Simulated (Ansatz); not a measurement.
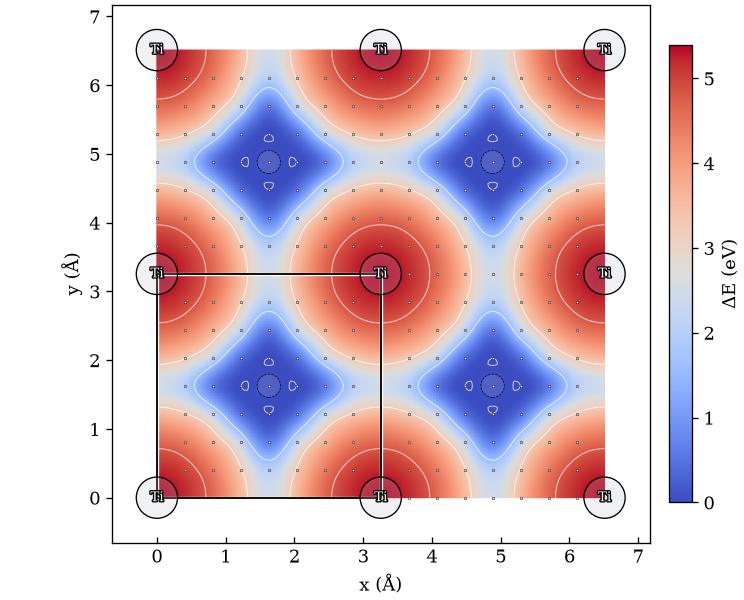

C on a Ti(100) slab cut from the Im-3m phase, its upper half relaxed before the scan (4 atoms of substrate and one adsorbate in a 1 × 1 cell). C is moved over the surface cell; relaxed at each place: the height of the adsorbate's atoms; substrate rigid; the origin of the map has the adsorbate above Ti4. Places are given modulo a cell vector. The map is drawn in real space over the plane of the surface. The scan uses an 8 × 8 grid; 15 points were computed and 49 follow by symmetry. Energies: eV, counted from the lowest grid point. With one adsorbate in each 1 × 1 cell, its nearest image is 3.3 Å away, so neighbouring adsorbates interact. Level of theory: DFT PBE, scalar-relativistic, plane waves, PAW in Ansatz 0.2.0. Settings: cutoff 420 eV, k-mesh 8×8×1, gaussian smearing 0.1 eV, no spin polarisation.

The picture shows a smooth colour map with a few white contour lines, dots at the grid points, labelled circles for the atoms of the top layer and small ones for the second layer, the outline of one cell of the 2 × 2 shown. Between grid points the surface is interpolated.

The lowest grid point is at (3/8, 4/8) of the cell vectors [nearest 1 Ti at 1.93 Å]. The highest grid point, the top site over a surface Ti atom, (0/8, 0/8) of the cell vectors, lies 5.39 eV above the lowest. At the lowest point the adsorbate has 1 Ti at 1.93 Å as nearest neighbours, at the highest 1 Ti at 1.90 Å. Its relaxed height above the top atom is 0.37 Å at the lowest and 1.90 Å at the highest point.

C is replaced by O; all else is set up alike. With one adsorbate in each 1 × 1 cell, its nearest image is 3.3 Å away, so neighbouring adsorbates interact. The runs have no spin polarisation; a magnetic state may lie lower.

Question: How does the landscape change?

Answer: The minimum (interpolated where it lies between grid points) moves from (3/8, 4/8) of the cell vectors [nearest 1 Ti at 1.93 Å] to a fourfold hollow over a second-layer Ti atom, (4/8, 4/8) of the cell vectors. The span from the lowest to the highest grid point shrinks from 5.39 to 2.78 eV. In the new map: at the lowest point the adsorbate has 1 Ti at 1.98 Å as nearest neighbours, at the highest 1 Ti at 1.62 Å. Its relaxed height above the top atom is 0.46 Å at the lowest and 1.62 Å at the highest point.

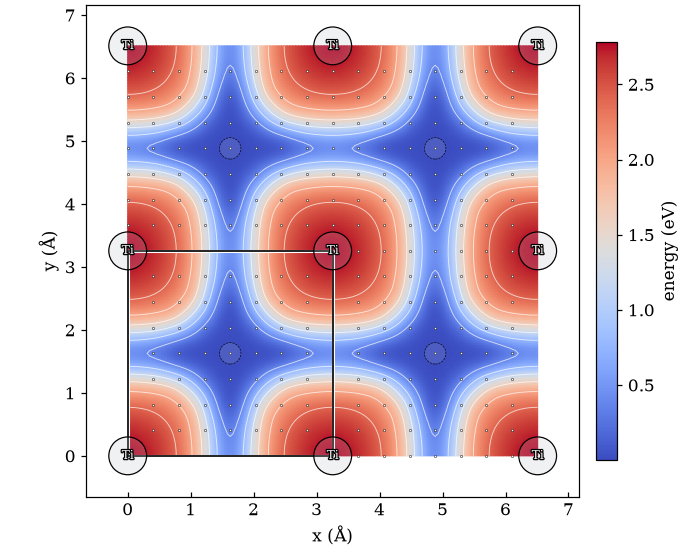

The map after the change, on a colour scale of its own. Drawn: a smooth colour map with a few white contour lines, dots at the grid points, labelled circles for the atoms of the top layer and small ones for the second layer, the outline of one cell of the 2 × 2 shown. Between grid points the surface is interpolated.

PAW datasets: the set soft_1.
